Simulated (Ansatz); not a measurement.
Single-point calculation, with input and output: Ir (part 2 of 2)

Ir (26 atoms in the cell); DFT PBE, scalar-relativistic, plane waves, PAW, no spin polarisation (Ansatz 0.2.0); cutoff 420 eV, 10×10×4 k-mesh, Gaussian smearing of 0.1 eV. The structure derives from an entry of the Crystallography Open Database. It belongs to a series of runs on one base structure; here: bulk in the cell of the (3 2 0) plane.

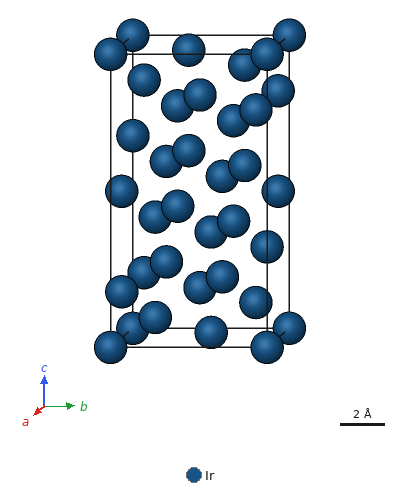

**Figure 1.** The input geometry (spheres-only view of the cell of the calculation, seen slightly off an axis). An atom can appear more than once, as a periodic image.

Output, continued
```
  k-point 1: bands = ["-67.7598", "-67.7527", "-67.7401", "-67.7247", "-67.7167", "-67.7159", "-67.7128", "-67.7110", "-67.7094", "-67.7053", ... 56 levels left out ..., "-24.5253", "-24.5217", "-24.5199", "-24.5162", "-24.5158", "-24.5101", "-24.5068", "-24.5047", "-24.5047", "-24.5002", "-24.5001", "-24.4929", "-24.4887", "-24.4861", "-24.4731", "-24.4673", "-24.4652", "-24.4650", "-24.4616", "-24.4534", "-24.4506", "-24.4223", "-24.4171", "-24.4105", "-24.4080", "-24.3655", "-24.3637", "-24.3590", "-24.3497",
      "-24.3457", "-24.3327", "-24.3249", "-24.2961", "-24.2957", "-24.2786", "-24.2774", "-24.2700", "-24.2684", "14.2464", "14.7910", "15.7854", "17.0460", "17.4343", "17.7181", "17.7191", "17.7302", "17.7550", "17.7651", "17.8311", "17.9931", "18.0395", "18.0765", "18.1015", "18.1645", "18.1752", "18.2687", "18.3155", "18.4040", "18.4518", "18.4832", "18.5322", "18.5398", "18.5959", "18.6855", "18.7750", "18.7874", "18.8384", "18.9299", "18.9348",
      "18.9414", "19.0494", "19.1185", "19.1352", "19.1457", "19.3170", "19.4101", "19.4699", "19.6990", "19.7001", "19.8242", "19.8322", "19.8432", "19.8819", "19.9710", "19.9721", "20.0784", "20.1034", "20.1330", "20.3723", "20.4806", "20.8577", "20.8577", "20.8865", "20.9212", "20.9395", "21.0439", "21.0543", "21.2089", "21.2523", "21.2654", "21.3254", "21.3337", "21.5242", "21.5548", "21.5967", "21.7105", "21.7939", "21.8238", "21.9237",
      "22.0027", "22.0031", "22.0607", "22.5802", "22.6460", "22.7171", "22.7434", "22.7897", "22.9021", "22.9118", "22.9260", "22.9367", "23.0507", "23.1011", "23.1304", "23.2000", "23.2411", "23.2942", "23.2986", "23.4040", "23.4197", "23.4306", "23.4464", "23.5188", "23.5221", "23.7462", "23.8129", "23.8422", "23.8918", "23.9147", "23.9477", "23.9631", "23.9719", "23.9843", "24.0815", "24.2441", "24.3279", "24.3462", "24.4468", "24.4547",
      "24.5278", "24.6298", "24.7020", "24.9199", "24.9862", "25.0825", "25.0843", "25.2585", "25.2936", "25.2947", "25.4454", "25.4649", "25.6746", "25.8002", "25.8017", "25.8121", "25.9037", "25.9144", "26.0414", "26.0454", "26.1490", "26.1540", "26.1551", "26.2468", "26.3878", "26.4348", "26.4358", "26.4413", "26.4627", "26.6858", "26.7440", "26.9132", "27.0167", "27.1232", "28.1541", "28.3165", "29.8609", "30.4687", "31.1351", "31.3366",
      "31.6071", "31.8899", "32.0754", "32.1149", "32.2248", "32.5323", "32.7576", "32.8005", "33.1543", "33.2499", "33.5861"]
  k-point 2: bands = ["-67.7571", "-67.7571", "-67.7326", "-67.7326", "-67.7153", "-67.7153", "-67.7139", "-67.7139", "-67.7026", "-67.7026", ... 56 levels left out ..., "-24.5334", "-24.5334", "-24.5281", "-24.5281", "-24.5160", "-24.5160", "-24.5129", "-24.5129", "-24.5040", "-24.5040", "-24.4867", "-24.4867", "-24.4798", "-24.4798", "-24.4785", "-24.4785", "-24.4764", "-24.4764", "-24.4502", "-24.4502", "-24.4421", "-24.4421", "-24.3936", "-24.3936", "-24.3863", "-24.3863", "-24.3790", "-24.3790", "-24.3347",
      "-24.3347", "-24.3099", "-24.3099", "-24.3092", "-24.3092", "-24.2797", "-24.2797", "-24.2717", "-24.2717", "14.4544", "14.4544", "16.3970", "16.3970", "17.5446", "17.5446", "17.7505", "17.7505", "17.7727", "17.7727", "17.8447", "17.8447", "18.0982", "18.0982", "18.2126", "18.2126", "18.3076", "18.3076", "18.3389", "18.3389", "18.3613", "18.3613", "18.5481", "18.5481", "18.7798", "18.7798", "18.8649", "18.8649", "18.8945", "18.8945", "18.9610",
      "18.9610", "18.9997", "18.9997", "19.0859", "19.0859", "19.1883", "19.1883", "19.4157", "19.4157", "19.8581", "19.8581", "19.8885", "19.8885", "20.1134", "20.1134", "20.2614", "20.2614", "20.3308", "20.3308", "20.3316", "20.3316", "20.4924", "20.4924", "20.6821", "20.6821", "21.1271", "21.1271", "21.2231", "21.2231", "21.3067", "21.3067", "21.3622", "21.3622", "21.4119", "21.4119", "21.4420", "21.4420", "21.7480", "21.7480", "22.2042",
      "22.2042", "22.3019", "22.3019", "22.3655", "22.3655", "22.5760", "22.5760", "22.6797", "22.6797", "22.9750", "22.9750", "22.9803", "22.9803", "23.1400", "23.1400", "23.1712", "23.1712", "23.3035", "23.3035", "23.4265", "23.4265", "23.5124", "23.5124", "23.6372", "23.6372", "23.7137", "23.7137", "23.8885", "23.8885", "23.9107", "23.9107", "24.2306", "24.2306", "24.2779", "24.2779", "24.4181", "24.4181", "24.4392", "24.4392", "24.6794",
      "24.6794", "24.7310", "24.7310", "24.7669", "24.7669", "24.7987", "24.7987", "24.9386", "24.9386", "25.4548", "25.4548", "25.6178", "25.6178", "25.6795", "25.6795", "25.7049", "25.7049", "25.9340", "25.9340", "25.9865", "25.9865", "26.1583", "26.1583", "26.3023", "26.3023", "26.4322", "26.4322", "26.4740", "26.4740", "26.7995", "26.7995", "27.1510", "27.1510", "27.5352", "27.5352", "29.3197", "29.3197", "30.7012", "30.7012", "31.3754",
      "31.3754", "31.6711", "31.6711", "32.0536", "32.0536", "32.9762", "32.9762", "33.1732", "33.1732", "33.9010", "33.9010"]
  k-point 116: bands = ["-67.7211", "-67.7176", "-67.7158", "-67.7132", "-67.7123", "-67.7120", "-67.7104", "-67.7065", "-67.7055", "-67.7051", ... 56 levels left out ..., "-24.4808", "-24.4651", "-24.4551", "-24.4481", "-24.4477", "-24.4378", "-24.4336", "-24.4316", "-24.4283", "-24.4273", "-24.4272", "-24.4205", "-24.4163", "-24.4043", "-24.4030", "-24.4010", "-24.4005", "-24.3935", "-24.3926", "-24.3896", "-24.3884", "-24.3864", "-24.3843", "-24.3837", "-24.3829", "-24.3802", "-24.3763", "-24.3736", "-24.3701",
      "-24.3696", "-24.3695", "-24.3671", "-24.3632", "-24.3631", "-24.3618", "-24.3599", "-24.3589", "-24.3574", "17.1603", "17.3446", "17.3486", "17.3534", "17.4824", "17.5331", "17.5895", "17.6085", "17.6362", "17.6492", "17.7416", "17.7931", "17.8736", "17.9848", "18.0450", "18.2573", "18.5569", "18.5957", "18.6923", "18.8347", "19.0493", "19.1218", "19.1646", "19.2644", "19.3691", "19.3977", "19.4202", "19.5657", "19.6743", "19.6823", "19.8109",
      "19.9079", "19.9232", "19.9628", "19.9629", "20.0631", "20.0955", "20.1218", "20.2217", "20.3220", "20.3828", "20.4019", "20.4520", "20.4559", "20.4771", "20.6107", "20.6248", "20.6524", "20.6716", "20.8078", "20.8195", "20.8409", "20.8802", "20.9032", "20.9524", "20.9870", "21.0039", "21.0070", "21.0130", "21.0202", "21.0843", "21.0940", "21.0958", "21.1207", "21.1315", "21.1490", "21.2934", "21.3347", "21.3400", "21.4015", "21.4301",
      "21.4685", "21.5583", "21.6221", "21.6726", "21.6748", "21.8714", "21.8881", "21.9402", "22.0891", "22.1465", "22.2637", "22.2942", "22.2997", "22.3668", "22.4120", "22.4571", "22.5222", "22.6130", "22.7099", "22.7215", "22.7934", "22.8018", "22.8572", "22.9131", "22.9504", "23.0362", "23.1238", "23.1470", "23.2013", "23.3400", "23.3489", "23.4242", "23.4247", "23.4255", "23.4467", "23.4932", "23.9824", "24.0492", "24.0742", "24.0815",
      "24.1966", "24.4322", "24.5393", "24.7645", "24.8686", "24.9230", "24.9290", "25.0536", "25.0896", "25.1801", "25.2056", "25.2971", "25.3046", "25.3153", "25.5463", "25.6017", "25.6143", "25.6449", "25.6569", "25.6601", "25.6685", "25.7726", "26.0478", "26.1221", "26.3333", "26.3897", "26.4118", "26.6119", "26.6619", "26.7220", "27.0945", "27.2546", "27.3051", "27.4715", "27.6076", "28.0895", "28.1489", "28.3443", "29.0629", "29.1549",
      "29.5664", "29.9838", "30.8181", "31.1382", "31.7674", "31.7808", "31.9485", "32.3381", "32.4217", "32.4737", "32.7500"]
```

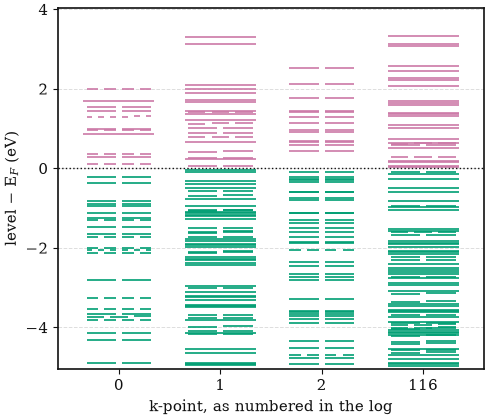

**Figure 2.** Kohn–Sham levels near the Fermi level (dotted) at the few k-points that the log prints; levels within 0.02 eV of each other stand side by side. The system is metallic on the full mesh.

Summary

| quantity | value |
| --- | --- |
| outcome | converged |
| space group (tolerance 0.01 Å) | Fm-3m (225) |
| electrons treated | 442 |
| free energy | −310318.0805 eV |
| Fermi energy | 25.026 eV |
| gap on the k-point mesh | none (metallic) |
| pressure | 0.02 GPa |
| largest force (length of the vector) | under 0.001 eV/Å |
| hardware | 4 threads of AMD EPYC (Zen 5), 32 GiB of memory available, shared host |
| wall time | 56 s (CPU time 3.7 min) |
| peak memory | 7.5 GiB |

Remarks

Spin–orbit coupling is left out, which matters for Ir.
